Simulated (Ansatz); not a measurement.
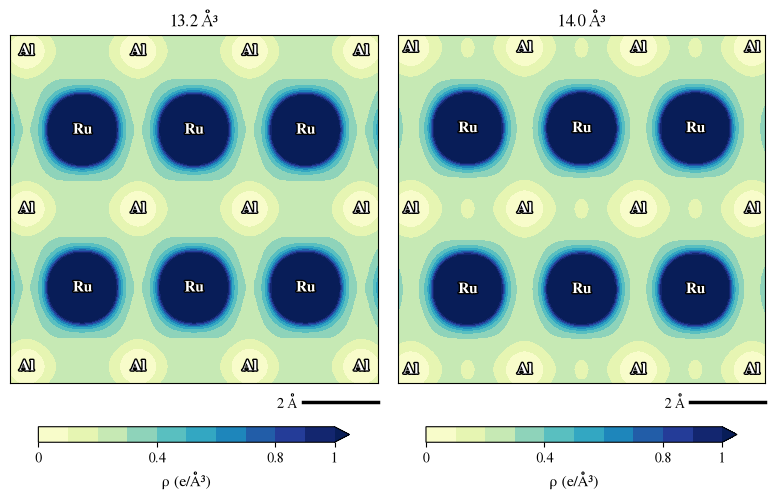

AlRu. The valence charge density (pseudo) of cells scaled evenly to different volumes (given per atom above each panel), on the (011) plane of each (indices in the axes of the cell below), at one length scale and on one colour scale.

Computed without spin polarisation.

Theory: DFT PBE, scalar-relativistic, plane waves, PAW in Ansatz.

The largest cell:

```
Al Ru
1.0
     3.03383    0.00000    0.00000
     0.00000    3.03383    0.00000
     0.00000    0.00000    3.03383
Al Ru
1 1
Cartesian
  0.0000 0.0000 0.0000
  1.5169 1.5169 1.5169
```

| volume (Å³/atom) | Al–Ru contact in the plane (Å) | ρ at its midpoint (e/Å³) | pressure (GPa) | 
| --- | --- | --- | --- |
| 13.15 | 2.575 | 0.365 | 6.6 | 
| 13.56 | 2.602 | ? | ? | 
| 13.96 | 2.627 | 0.336 | −5.6 | 

### What values belong in the row with question marks?

Over the known rows ln ρ falls by 1.59 per Å of Al–Ru distance (the line through the two), which gives 0.350 e/Å³ at 2.602 Å; the calculation gives 0.350 e/Å³. For the pressure, a straight line in volume between the neighbouring rows gives 0.4 GPa; the calculation gives 0.0, lower because pressure rises ever faster on compression.
